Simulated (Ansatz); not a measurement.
**Geometry relaxation of C (part 2 of 2)**

C (slab, 6 atoms in the cell); DFT r2SCAN, scalar-relativistic, plane waves, PAW, no spin polarisation (Ansatz 0.2.0); cutoff 500 eV, 18×18×1 k-mesh, Gaussian smearing of 0.1 eV. The structure derives from a Materials Project entry.

Geometry of the input (Å; fractional positions):
```
2.4652  0.0000  0.0000
-1.2326  2.1349  0.0000
0.0000  0.0000  39.4883
C  0.0000  0.0000  0.4141
C  0.6667  0.3333  0.4141
C  0.0000  0.0000  0.5000
C  0.3333  0.6667  0.5000
C  0.0000  0.0000  0.5859
C  0.6667  0.3333  0.5859
```

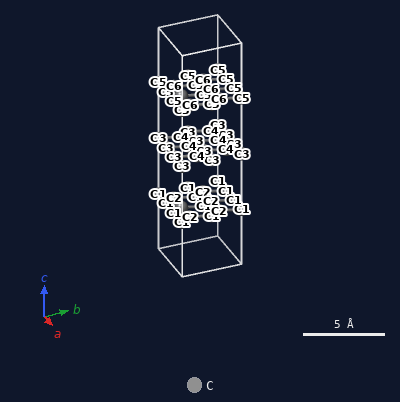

**Figure 1.** The geometry at step 2 of the log (ball-and-stick view of the 3 × 2 repeat of the cell, with the vacuum cut short, seen slightly off an axis; atoms are numbered from 1 in the order of the input).

**Output, continued**
```
SCF iter   1: F=—  HF=-1509.971801 eV  |F-HF|=—  |Δ(HF+E_count)|=         —  Δρ=1.56e-3  dr2=4.10e-3  dr2_τ=4.83e-3  ethr=1.75e-5  ⟨swp⟩=2.3  Hψ=4256  notcnv=0
preconditioner: auto → LDOS  [metal: Δε(μ)=0.008 eV  Ē_g=15.916 eV  σ=0.100 eV  W_gap=0.04  n_scr=22 (ndim 8)  ℏωp=12.7 eV  f_vac=0.723  D(μ)=0.28/eV (n_scr^D=6)  β→1.0]
SCF iter   2: F=—  HF=-1509.975093 eV  |F-HF|=—  |Δ(HF+E_count)|=   3.29e-3  Δρ=7.28e-4  dr2=4.54e-3  dr2_τ=5.62e-5  ethr=1.71e-5  ⟨swp⟩=3.1  Hψ=1438  notcnv=0
SCF iter   3: F=—  HF=-1509.973924 eV  |F-HF|=—  |Δ(HF+E_count)|=   1.17e-3  Δρ=1.62e-4  dr2=3.95e-5  dr2_τ=1.36e-6  ethr=1.71e-5  ⟨swp⟩=2.4  Hψ=1046  notcnv=0
SCF iter   4: F=—  HF=-1509.973926 eV  |F-HF|=—  |Δ(HF+E_count)|=   2.24e-6  Δρ=4.13e-5  dr2=2.69e-6  dr2_τ=3.79e-7  ethr=1.65e-7  ⟨swp⟩=3.0  Hψ=1358  notcnv=0
SCF iter   5: F=—  HF=-1509.973985 eV  |F-HF|=—  |Δ(HF+E_count)|=   5.82e-5  Δρ=1.30e-5  dr2=1.89e-7  dr2_τ=4.13e-8  ethr=1.12e-8  ⟨swp⟩=2.3  Hψ=1191  notcnv=0
SCF iter   6: F=—  HF=-1509.973985 eV  |F-HF|=—  |Δ(HF+E_count)|=   1.08e-7  Δρ=2.05e-6  dr2=6.49e-9  dr2_τ=9.83e-10  ethr=7.87e-10  ⟨swp⟩=2.9  Hψ=1298  notcnv=0
SCF iter   7: F=—  HF=-1509.973985 eV  |F-HF|=—  |Δ(HF+E_count)|=   1.08e-8  Δρ=5.42e-7  dr2=8.51e-10  dr2_τ=4.63e-11  ethr=2.70e-11  ⟨swp⟩=2.9  Hψ=1285  notcnv=0
SCF iter   8: F=—  HF=-1509.973985 eV  |F-HF|=—  |Δ(HF+E_count)|=  2.17e-10  Δρ=1.57e-7  dr2=5.53e-11  dr2_τ=8.57e-12  ethr=3.54e-12  ⟨swp⟩=2.8  Hψ=1272  notcnv=0
SCF iter   9: F=—  HF=-1509.973985 eV  |F-HF|=—  |Δ(HF+E_count)|=  1.64e-10  Δρ=4.24e-8  dr2=3.84e-12  dr2_τ=4.92e-13  ethr=1.00e-12  ⟨swp⟩=2.5  Hψ=1040  notcnv=0
SCF iter  10: F=-1509.973985 eV  HF=-1509.973985 eV  |F-HF|=3.59e-11  |Δ(HF+E_count)|=  2.64e-10  Δρ=5.55e-9  dr2=7.23e-14  dr2_τ=5.48e-15  ethr=1.00e-12  ⟨swp⟩=12.8  Hψ=4734  notcnv=0
SCF 4 converged in 10 iterations: F = -1509.973985 eV  dr2 = 7.23e-14
relax step   4: F+E_penalty+E_count = -1509.97398462 eV  Δ(F+E_penalty+E_count) = -3.663e-5 eV  max|allowed force component| = 4.926e-4 eV/Å  Δτ_max = 0.0107 Å  P = +0.024 N/m  Ω = 206.250 Å³  energy of the carried Pulay correction = +1.710e-4 eV  fix = [c, alpha, beta]  reactions: c +0.000 N/m  (10 SCF iters, accepted)
Crystal: 6 atoms, lattice volume = 206.256 Å³
iter 1 solved again at ethr=2.33e-6 eV; its pass at ethr=3.10e-3 eV (dr2=5.58e-4 eV) is discarded
SCF iter   1: F=—  HF=-1509.973640 eV  |F-HF|=—  |Δ(HF+E_count)|=         —  Δρ=5.68e-4  dr2=5.45e-4  dr2_τ=6.42e-4  ethr=2.33e-6  ⟨swp⟩=2.5  Hψ=4133  notcnv=0
SCF iter   2: F=—  HF=-1509.974082 eV  |F-HF|=—  |Δ(HF+E_count)|=   4.42e-4  Δρ=2.68e-4  dr2=6.13e-4  dr2_τ=7.50e-6  ethr=2.27e-6  ⟨swp⟩=3.2  Hψ=1216  notcnv=0
SCF iter   3: F=—  HF=-1509.973925 eV  |F-HF|=—  |Δ(HF+E_count)|=   1.58e-4  Δρ=5.92e-5  dr2=5.27e-6  dr2_τ=1.79e-7  ethr=2.27e-6  ⟨swp⟩=2.3  Hψ=948  notcnv=0
SCF iter   4: F=—  HF=-1509.973925 eV  |F-HF|=—  |Δ(HF+E_count)|=   9.38e-8  Δρ=1.56e-5  dr2=3.70e-7  dr2_τ=5.26e-8  ethr=2.20e-8  ⟨swp⟩=3.0  Hψ=1317  notcnv=0
SCF iter   5: F=—  HF=-1509.973986 eV  |F-HF|=—  |Δ(HF+E_count)|=   6.12e-5  Δρ=4.87e-6  dr2=2.33e-8  dr2_τ=5.02e-9  ethr=1.54e-9  ⟨swp⟩=2.4  Hψ=1169  notcnv=0
SCF iter   6: F=—  HF=-1509.973986 eV  |F-HF|=—  |Δ(HF+E_count)|=   2.04e-8  Δρ=7.40e-7  dr2=7.88e-10  dr2_τ=9.35e-11  ethr=9.72e-11  ⟨swp⟩=2.9  Hψ=1302  notcnv=0
SCF iter   7: F=-1509.973986 eV  HF=-1509.973986 eV  |F-HF|=5.84e-10  |Δ(HF+E_count)|=   1.41e-9  Δρ=1.78e-7  dr2=6.65e-11  dr2_τ=4.47e-12  ethr=2.13e-12  ⟨swp⟩=15.0  Hψ=5769  notcnv=0
SCF 5 converged in 7 iterations: F = -1509.973986 eV  dr2 = 6.65e-11
relax step   5: F+E_penalty+E_count = -1509.97398575 eV  Δ(F+E_penalty+E_count) = -1.127e-6 eV  max|allowed force component| = 2.428e-4 eV/Å  Δτ_max = 0.0039 Å  P = +0.002 N/m  Ω = 206.256 Å³  energy of the carried Pulay correction = +1.703e-4 eV  fix = [c, alpha, beta]  reactions: c +0.000 N/m  (7 SCF iters, dr2 threshold 5.11e-10 eV, accepted)
Initial wavefunctions: pseudopotential atomic-orbital guess (no wavefunctions were taken with the density)
iter 1 solved again at ethr=2.51e-7 eV; its pass at ethr=3.10e-3 eV (dr2=6.02e-5 eV) is discarded
SCF iter   1: F=—  HF=-1509.973757 eV  |F-HF|=—  |Δ(HF+E_count)|=         —  Δρ=9.62e-6  dr2=1.66e-8  dr2_τ=4.21e-8  ethr=2.51e-7  ⟨swp⟩=5.5  Hψ=8630  notcnv=0
eigensolver tolerance schedule: the retry pair's looser diagonalisation over-reported the residual by 3620.00 of it (diagonalisation noise at 0.41 of the residual, at the tolerance the schedule requests for it); recorded, not acted on — ethr = c·dr2/N_el stays at c = 1.0e-1
SCF iter   2: F=—  HF=-1509.973818 eV  |F-HF|=—  |Δ(HF+E_count)|=   6.10e-5  Δρ=6.49e-7  dr2=3.57e-10  dr2_τ=1.26e-10  ethr=6.93e-11  ⟨swp⟩=4.2  Hψ=1841  notcnv=0
SCF iter   3: F=—  HF=-1509.973818 eV  |F-HF|=—  |Δ(HF+E_count)|=  2.42e-10  Δρ=3.19e-7  dr2=1.82e-10  dr2_τ=2.33e-11  ethr=1.49e-12  ⟨swp⟩=3.0  Hψ=1295  notcnv=0
SCF iter   4: F=—  HF=-1509.973818 eV  |F-HF|=—  |Δ(HF+E_count)|=  5.64e-11  Δρ=7.34e-8  dr2=1.20e-11  dr2_τ=4.12e-12  ethr=1.00e-12  ⟨swp⟩=2.0  Hψ=1119  notcnv=0
iter 5 met the thresholds in force, and the SCF goes on: an eigenvalue changes by 2.16 meV, over its tolerance of 1.00 meV (output.eigenvalues, Limitations)
SCF iter   5: F=-1509.973818 eV  HF=-1509.973818 eV  |F-HF|=2.86e-11  |Δ(HF+E_count)|=  3.39e-10  Δρ=2.22e-8  dr2=9.44e-13  dr2_τ=1.82e-14  ethr=1.00e-12  ⟨swp⟩=15.5  Hψ=4681  notcnv=0
SCF iter   6: F=-1509.973818 eV  HF=-1509.973818 eV  |F-HF|=2.91e-11  |Δ(HF+E_count)|=  2.32e-11  Δρ=5.10e-9  dr2=6.18e-14  dr2_τ=1.17e-15  ethr=1.00e-12  ⟨swp⟩=7.4  Hψ=3651  notcnv=0
SCF 6 converged in 6 iterations: F = -1509.973818 eV  dr2 = 6.18e-14
relax step   6: F+E_penalty+E_count = -1509.97381841 eV  Δ(F+E_penalty+E_count) = +1.673e-4 eV  max|allowed force component| = 2.449e-4 eV/Å  Δτ_max = 0.0000 Å  P = +0.007 N/m  Ω = 206.256 Å³  fix = [c, alpha, beta]  reactions: c +0.000 N/m  stress off target by 7.36e-3 N/m on what of the cell is left free  SCF on the basis re-selected at this cell (its energy is not comparable with the rows above)  (6 SCF iters)
basis re-selected at this cell: Δ(F+E_penalty+E_count) = +1.673e-4 eV, ΔP = +0.005 N/m vs the last step (what re-selecting the basis moved, of the pressure what is left beyond the Pulay correction that the steps carried, after the strain that the cell walked since its last selection, with what the two solves' SCF thresholds leave and, on support functions, any second-order correction that the steps lacked; it is no measure of the basis error at this ecutwfc). This SCF's stress stands 7.36e-3 N/m from its target on what of the cell is left free (relax.cell.stress_2d_tol is 2.00e-2 N/m) and its largest allowed force component is 2.45e-4 eV/Å (relax.f_tol is 5.00e-3 eV/Å): within both
WARN: The output density's exchange-correlation potential varies sharply where the density is thin. Do not read a vacuum level from v_tot or v_xc, or from such a field of the output density. On a cell that repeats whose density bears no net charge and no dipole along the vacuum's axis use v_es (v_loc + v_h of the components); under efield.dipole_correction with no amplitude use v_es + v_field, which holds any external_charges[].barrier, or the levels of the report's work_function block, which leave it out; under a non-zero efield.amplitude the vacuum is tilted and has no level; on a cell that repeats and bears such a dipole with no correction it is tilted too, and efield.dipole_correction with no amplitude gives each side of its ramp a level where efield: is served; in a cell that repeats whose density bears a net charge (total_charge, or a fill off its count) it is curved and has none; of a slab under crystal.periodic whose density bears no net charge use v_es, which has a level on each side, short of where the two are joined; of another it falls or rises all the way out and has none; of a slab beside external_charges read slab_vacuum_level instead, which it has where they leave it neutral. The grid or the basis barely resolves most such structure, and the values can differ between equally converged runs; as a rule a tighter scf.convergence.dr2_threshold does not remove it. Where the density itself ripples (under the LDA too) a higher basis.ecutwfc lessens it. The files hold the spikes' plane waves up to the density's cutoff. Files: v_tot_of_output_density and the like, and their columns of v_z.tsv (output.write_potential); v_xc_of_output_density and the like, and their columns of v_comp_z.tsv (output.write_potential_components). Measured: with its Gaussian average of σ = 0.25 Å subtracted twice, the exchange-correlation potential is over 0.1 eV at 10718 of the grid points where the equally averaged density (valence and model cores) is under 1e-3 e/Å³, and 0.447 eV at the most among them, at an averaged density of 1.1e-9 e/Å³. The input density's (outcome.potential() and, of a run that writes arrays, v_tot and v_xc) is over 0.1 eV, so measured, at 3278 points of its own thin density, 0.400 eV at the most. See output.write_potential in the manual, Limitations
SCF converged after 6 iterations
an eigenvalue changed by more than its tolerance at an iteration that met the thresholds in force, so the SCF went on 1 time: the last check found none over its tolerance
Free energy (F): -1509.973818 eV
Harris-Foulkes:  -1509.973818 eV  (|F-HF|=2.91e-11)
Internal energy: -1509.972429 eV  (E = F + TS)
E sigma→0 (E₀):  -1509.973124 eV
Entropy (-TS):   -0.001389 eV (-0.231 meV/atom)
Fermi energy:    -4.279448 eV
--- Per-component energies (eV) ---
  E_band       = -337.299307
  E_kinetic    = 545.214013
  E_local      = -66047.158877  (includes V_loc(G=0)·N_el)
  E_nonlocal   = 161.698820
  E_hartree    = 32706.920119
  E_xc         = -283.219074
  E_vxc        = -392.440152  (∫ρ·V_xc dr)
  E_paw        = -605.277846  (= ΣΔE_a)
  E_vpaw       = -40.528277  (= ΣTr[D̂ρ^β])
  E_aug_tail   = 0.000032  (compensation charges beyond the density's cutoff)
  E_vtau       = 22.074872  (kinetic-family band-sum trace: ∫τ·v_τ [+ j·A + Jᵃ·Aᵃ] dr)
  E_ewald      = 32011.999025
  E_core_change = -0.148642  (= ΣΔE_core)
  E_smearing   = -0.001389  (= −TS)
  E_closure    = -0.000000  (closes the sum)
  Σ components = -1509.973818   (vs F -1509.973818, Δ=0.00e0)
--- Forces (eV/Å), atoms counted from 1 ---
  atom   1  C      0.00000000     0.00000000     0.00006691
  atom   2  C      0.00000000    -0.00000000    -0.00024492
  atom   3  C      0.00000000    -0.00000000    -0.00000000
  atom   4  C      0.00000000     0.00000000     0.00000000
  atom   5  C     -0.00000000     0.00000000    -0.00006691
  atom   6  C      0.00000000    -0.00000000     0.00024492
  max |Σ_I F_I| component: 1.48e-16 eV/Å
--- 2D stress c σ (N/m, compression-positive) ---
        0.007360      -0.000000      -0.000000
       -0.000000       0.007360      -0.000000
       -0.000000      -0.000000       0.000000
  P = ½ c Tr σ = 0.0074 N/m
--- Band table (eV; the first three rows and the last of 37) ---
  k-point 0: bands = ["-25.2046", "-25.1392", "-25.0621", "-12.9452", "-12.4253", "-11.8424", "-7.5264", "-7.5264", "-7.5249", "-7.5249", "-7.5140", "-7.5140", "-0.5360 (-0.5366°)", "-0.3024 (-0.3058°)", "0.3914", "0.5414", "1.0694", "1.7269"]
  k-point 1: bands = ["-25.1267", "-25.0616", "-24.9849", "-12.8511", "-12.3326", "-11.7513", "-7.8492", "-7.8464", "-7.8343", "-7.6946", "-7.6923", "-7.6805", "-0.4365 (-0.4372°)", "-0.2016 (-0.2050°)", "0.4923", "0.6433", "1.1671", "1.8275"]
  k-point 2: bands = ["-24.8936", "-24.8294", "-24.7536", "-12.5698", "-12.0552", "-11.4792", "-8.7336", "-8.7274", "-8.7120", "-8.1406", "-8.1366", "-8.1232", "-0.1382 (-0.1387°)", "0.1008 (0.0975°)", "0.7948", "0.9489", "1.4601", "2.1291"]
  k-point 36: bands = ["-17.8479", "-17.8079", "-17.8067", "-17.8063", "-17.7965", "-17.7586", "-15.4605", "-15.4595", "-15.4510", "-4.6386", "-4.2864", "-4.2830", "-4.2753", "-4.2731", "-3.8863", "6.5367", "6.6383", "6.9750"]
  ° read free of the cell's end (the report's vacuum.weakly_bound_levels)
--- Relaxed structure (5 steps of the walk, 5 accepted, 1 SCFs on fresh bases) ---
  F+E_penalty+E_count = -1509.97381841 eV   max|allowed force component| = 2.449e-4 eV/Å   (the final SCF, on the basis selected at the relaxed cell)
  cell:  # Å, volume = 206.2563 Å³
    - [2.4558613717032696, 2.1374282190954856e-34, 6.741170937398432e-82]
    - [-1.2279306858516348, 2.1268383360679297, 6.694240961603857e-82]
    - [1.0798358591074953e-80, 1.861650124521897e-80, 39.4883459114]
  atoms:
    - { symbol: C, position: [-1.752491371005192e-17, -1.2335811384544452e-17, 0.4108167446596215] }
    - { symbol: C, position: [0.6666666666666666, 0.3333333333333333, 0.41081403406956396] }
    - { symbol: C, position: [-1.850371707924007e-17, -1.2335811384544443e-17, 0.5] }
    - { symbol: C, position: [0.3333333333333333, 0.6666666666666667, 0.5] }
    - { symbol: C, position: [-1.9482520448428207e-17, -1.233581138454446e-17, 0.5891832553403786] }
    - { symbol: C, position: [0.6666666666666666, 0.3333333333333333, 0.589185965930436] }
```

**Trajectory as extended XYZ (Å, eV, eV/Å), 6 frames, from step=1 to step=6**
```
6
Lattice="2.4652 0.0000 0.0000 -1.2326 2.1349 0.0000 0.0000 0.0000 39.4883" Properties=species:S:1:pos:R:3:forces:R:3 step=1 energy=-1509.96339
C     0.0000    0.0000   16.3529    0.0000   0.0000  -0.0221
C     1.2326    0.7116   16.3524    0.0000   0.0000  -0.0141
C     0.0000    0.0000   19.7442    0.0000   0.0000   0.0000
C     0.0000    1.4233   19.7442    0.0000   0.0000   0.0000
C     0.0000    0.0000   23.1355    0.0000   0.0000   0.0221
C     1.2326    0.7116   23.1359    0.0000   0.0000   0.0141
6
Lattice="2.4588 0.0000 0.0000 -1.2294 2.1294 0.0000 0.0000 0.0000 39.4883" Properties=species:S:1:pos:R:3:forces:R:3 step=2 energy=-1509.97288
C     0.0000    0.0000   16.1716    0.0000   0.0000   0.0038
C     1.2294    0.7098   16.1715    0.0000   0.0000   0.0051
C     0.0000    0.0000   19.7442    0.0000   0.0000   0.0000
C     0.0000    1.4196   19.7442    0.0000   0.0000   0.0000
C     0.0000    0.0000   23.3167    0.0000   0.0000  -0.0038
C     1.2294    0.7098   23.3169    0.0000   0.0000  -0.0051
6
Lattice="2.4559 0.0000 0.0000 -1.2279 2.1269 0.0000 0.0000 0.0000 39.4883" Properties=species:S:1:pos:R:3:forces:R:3 step=3 energy=-1509.97395
C     0.0000    0.0000   16.2079    0.0000   0.0000   0.0017
C     1.2279    0.7090   16.2078    0.0000   0.0000   0.0006
C     0.0000    0.0000   19.7442    0.0000   0.0000   0.0000
C     0.0000    1.4179   19.7442    0.0000   0.0000   0.0000
C     0.0000    0.0000   23.2805    0.0000   0.0000  -0.0017
C     1.2279    0.7090   23.2805    0.0000   0.0000  -0.0006
6
Lattice="2.4558 0.0000 0.0000 -1.2279 2.1268 0.0000 0.0000 0.0000 39.4883" Properties=species:S:1:pos:R:3:forces:R:3 step=4 energy=-1509.97399
C     0.0000    0.0000   16.2186    0.0000   0.0000   0.0001
C     1.2279    0.7089   16.2185    0.0000   0.0000   0.0005
C     0.0000    0.0000   19.7442    0.0000   0.0000   0.0000
C     0.0000    1.4179   19.7442    0.0000   0.0000   0.0000
C     0.0000    0.0000   23.2698    0.0000   0.0000  -0.0001
C     1.2279    0.7089   23.2699    0.0000   0.0000  -0.0005
6
Lattice="2.4559 0.0000 0.0000 -1.2279 2.1268 0.0000 0.0000 0.0000 39.4883" Properties=species:S:1:pos:R:3:forces:R:3 step=5 energy=-1509.97399
C     0.0000    0.0000   16.2225    0.0000   0.0000   0.0001
C     1.2279    0.7089   16.2224    0.0000   0.0000  -0.0002
C     0.0000    0.0000   19.7442    0.0000   0.0000   0.0000
C     0.0000    1.4179   19.7442    0.0000   0.0000   0.0000
C     0.0000    0.0000   23.2659    0.0000   0.0000  -0.0001
C     1.2279    0.7089   23.2660    0.0000   0.0000   0.0002
6
Lattice="2.4559 0.0000 0.0000 -1.2279 2.1268 0.0000 0.0000 0.0000 39.4883" Properties=species:S:1:pos:R:3:forces:R:3 step=6 energy=-1509.97382
C     0.0000    0.0000   16.2225    0.0000   0.0000   0.0001
C     1.2279    0.7089   16.2224    0.0000   0.0000  -0.0002
C     0.0000    0.0000   19.7442    0.0000   0.0000   0.0000
C     0.0000    1.4179   19.7442    0.0000   0.0000   0.0000
C     0.0000    0.0000   23.2659    0.0000   0.0000  -0.0001
C     1.2279    0.7089   23.2660    0.0000   0.0000   0.0002
```

**Key numbers**

| quantity | value |
| --- | --- |
| outcome | converged |
| electrons treated | 24 |
| free energy | −1509.9738 eV |
| work function, top face | 4.28 eV |
| work function, bottom face | 4.28 eV |
| Fermi energy | −4.279 eV |
| gap on the k-point mesh | none (metallic) |
| final volume | 206.26 Å³ |
| work function (upper face) | 4.28 eV |
| largest force (length of the vector) at the end | under 0.001 eV/Å |
| hardware | 1 thread of Intel Xeon (Granite Rapids), 192 GiB of memory available, shared host |
| wall time | 2.1 min |
| peak memory | 0.82 GiB |

Warnings of the run: the exchange-correlation potential is rough where the density is thin.
